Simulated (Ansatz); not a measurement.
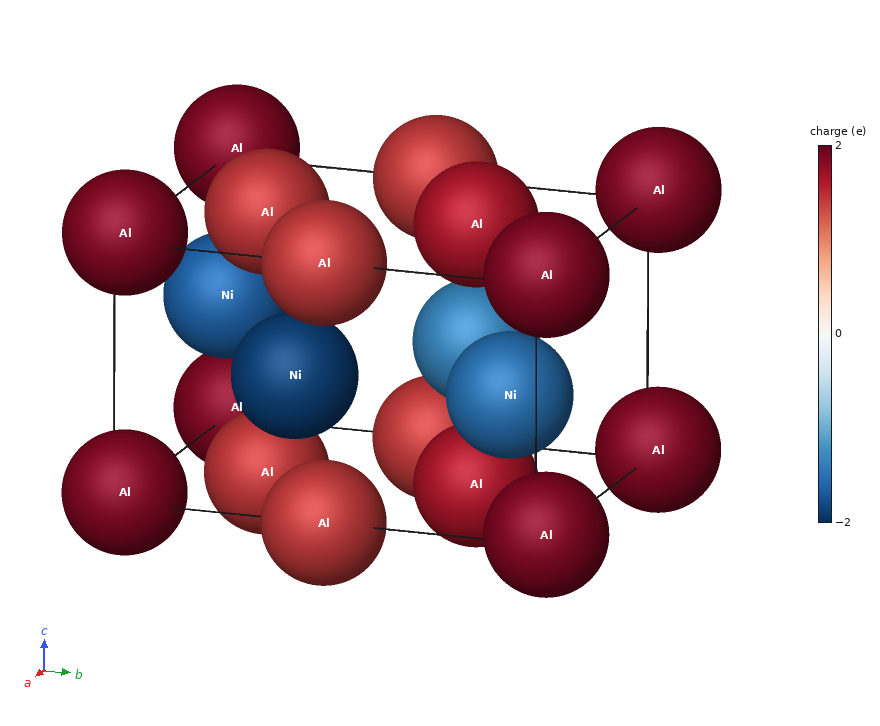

Drawn in the spheres-only manner and seen slightly off an axis. Atoms at the boundary of the simulation cell (the box) are drawn once for each face, edge or corner they touch. The atoms of this AlNi cell are coloured by their Bader charge.

The calculation used Ansatz, DFT, PAW plane waves, r2SCAN, with a plane-wave cutoff of 500 eV, k-point mesh 3×4×6, Methfessel-Paxton smearing of 0.081 eV, collinear spins. The pressure of the cell is -11 GPa.

**Which way does the charge move?**

Most positive: Al; most negative: Ni. Charges: about Al +1.4 to +1.8 e; Ni -1.9 to -1.3 e.

Note that this is a known structure type with the cell strained and the atoms shaken on purpose, and that it hasn't been relaxed. It was the input of a calculation with Ansatz.

At this level of theory the cell isn't at rest (stretched, at -11 GPa and forces up to 1.2 eV/Å), so its distances can differ from those at equilibrium, the more so the softer the solid.
